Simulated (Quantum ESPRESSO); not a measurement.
# CoPt2O2 (slab): what the fields show

Input

```
&CONTROL
  calculation = 'scf'
  prefix = 'pwscf'
  outdir = './tmp'
  pseudo_dir = './pseudo'
  tprnfor = .true.
  disk_io = 'low'
/
&SYSTEM
  ibrav = 0
  celldm(1) = 8
  nat = 5
  ntyp = 3
  ecutwfc = 96
  nbnd = 46
  occupations = 'smearing'
  smearing = 'fd'
  degauss = 0.00367493
  nspin = 2
  starting_magnetization(1) = 0
  starting_magnetization(2) = 0
  starting_magnetization(3) = 0.1176
/
&ELECTRONS
  conv_thr = 5d-09
  electron_maxstep = 150
  mixing_beta = 0.3
  mixing_mode = 'local-TF'
/
ATOMIC_SPECIES
Pt   195.0840 Pt.upf
O     15.9990 O.upf
Co    58.9332 Co.upf
CELL_PARAMETERS alat
  0.6672008394230   0.0000000000000   0.0000000000000
 -0.3336004197247   0.5778128763742   0.0000000000000
  0.0000000000000   0.0000000000000   4.9462138292172
ATOMIC_POSITIONS crystal
Pt     0.6666666667    0.3333333333    0.3581766383
O      0.6666666667    0.3333333333    0.4536895923
Co     0.0000000000    0.0000000000    0.5000000000
O      0.3333333333    0.6666666667    0.5463104077
Pt     0.3333333333    0.6666666667    0.6418233617
K_POINTS automatic
11 11 1 0 0 0
```

Run with:

```sh
OMP_NUM_THREADS=1 pw.x -in pw.in > pw.out
OMP_NUM_THREADS=1 pp.x -in pp_density.in > pp_density.out
OMP_NUM_THREADS=1 pp.x -in pp_potential.in > pp_potential.out
OMP_NUM_THREADS=1 pp.x -in pp_spin.in > pp_spin.out
OMP_NUM_THREADS=1 pp.x -in pp_elf.in > pp_elf.out
```

Not relaxed (largest force 0.9 eV/Å); spin-polarised.

Method: Quantum ESPRESSO 7.5, Kohn-Sham DFT of a periodic cell, PBE, PseudoDojo 0.4.1 SR PBE standard.

Core electrons are replaced by pseudopotentials, and the valence fields are smoothed inside the atomic spheres.

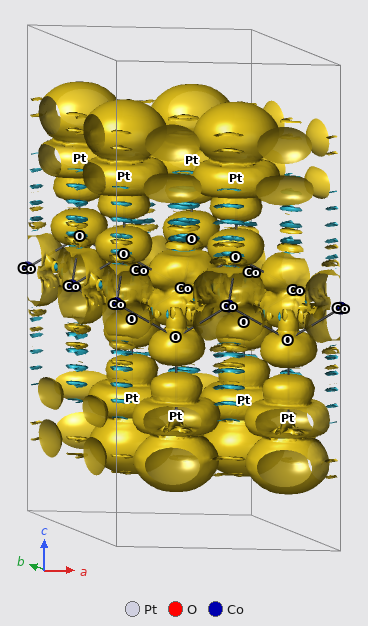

Figure 1. Isosurfaces of the magnetisation density (up minus down) at +0.008 (yellow) and −0.008 e/Å³ (cyan), seen slightly off an axis. Sticks mark near contacts.

> Describe the spin distribution.

The spin density sits on Co: +0.4 μB in one cell of 5 atoms, with smaller moments on Pt (up to +0.21 μB) and O (up to +0.05 μB): with much of the spin spread outside that site. The cell of the calculation (5 atoms) carries 1.2 μB of net spin moment.

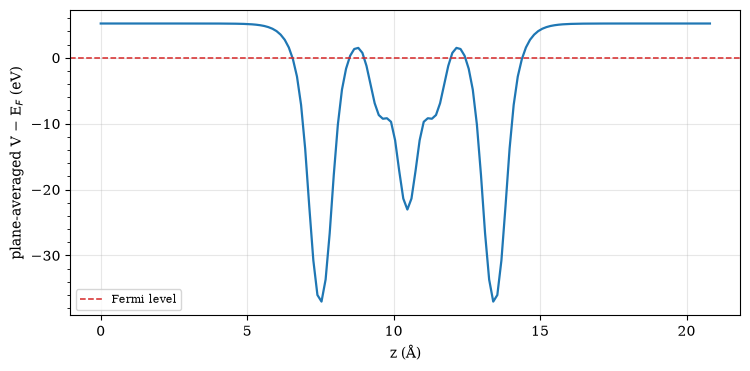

Figure 2. Plane average of the electrostatic potential energy of an electron across the slab.

> How far above the Fermi level of the calculation is the vacuum level?

5.2 eV.

> What are the slab's thickness and the vacuum gap?

The outermost nuclei are 5.9 Å apart, in 5 atomic planes; the vacuum between periodic images is 15.0 Å wide.

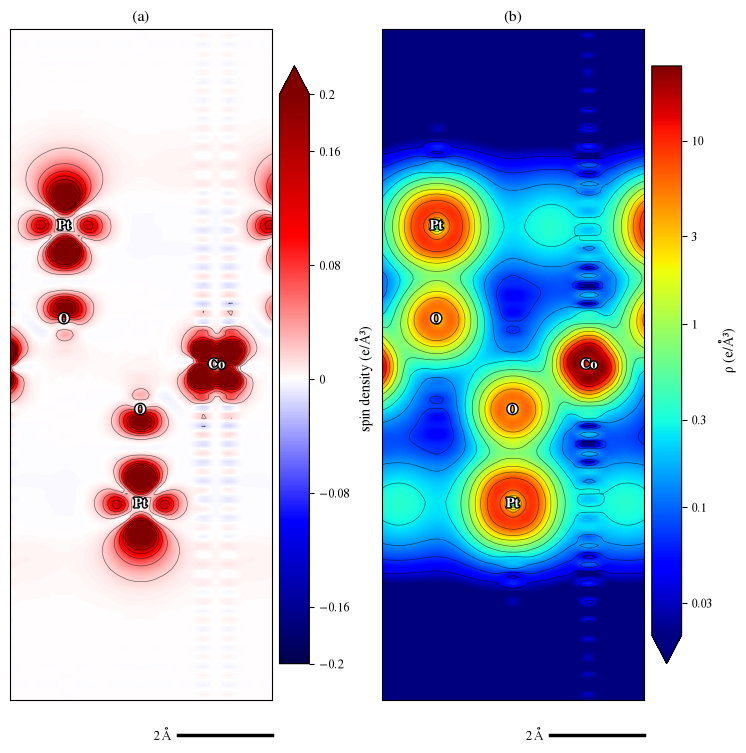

Figure 3. (a) magnetisation density (up minus down); (b) valence charge density (pseudo) on the (110) plane of the calculation cell, a cut from vacuum to vacuum.

> Describe what can be read from this map.

The plane passes through Pt, O and Co nuclei. Co–O (1.90 Å): the density is about 0.74 e/Å³ at the midpoint. Pt–O (2.00 Å): the density is about 0.88 e/Å³ at the midpoint. The density dies away to nearly zero in the vacuum.
